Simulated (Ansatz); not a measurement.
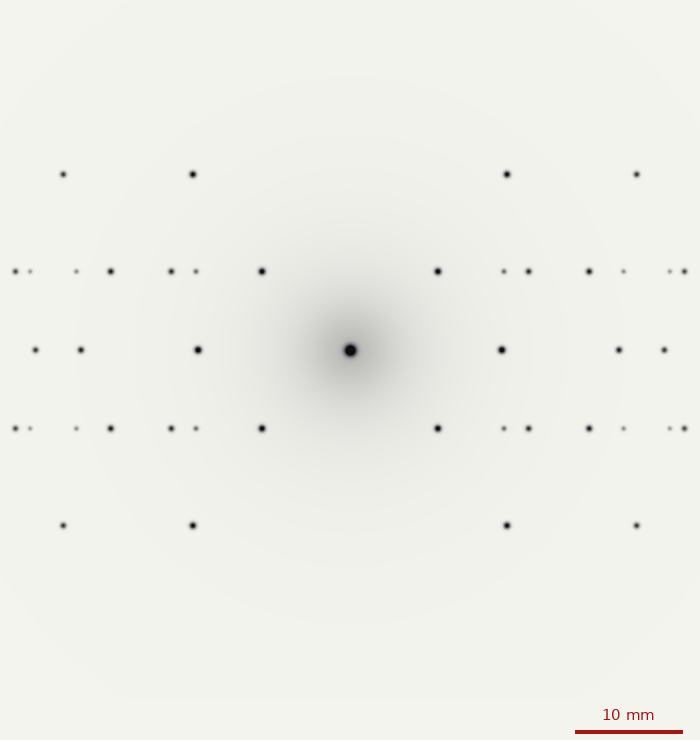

Simulated X-ray rotation photograph: Mo Kα radiation (λ = 0.7107 Å), cylindrical film of radius 28.65 mm unrolled, rotation axis vertical and normal to the beam, kinematic intensities without Lorentz or polarisation factors, the film spanning ±63° about the beam; spots down to d = 0.67 Å.

Measure the layer lines and find the identity period along the axis.

Answer. The first layer line lies 7.4 mm from the equator, so tan ν = 0.258, sin ν = 0.250 and the period is λ/sin ν = 2.84 Å. Further lines follow at 16.5 mm.

The crystal is B, space group P6/mmm (No. 191), a = 2.88 Å, c = 2.84 Å (hexagonal axes). Structure: the geometry relaxed with Ansatz 0.2.0, DFT, RPBE, plane waves (420 eV) with PAW, scalar-relativistic; the starting structure was generated, so it need not be a known form of this composition.

About which axis was it rotated?

Answer. About [001], whose length in the conventional cell is 2.843 Å. The period alone comes close to that of [100] as well.
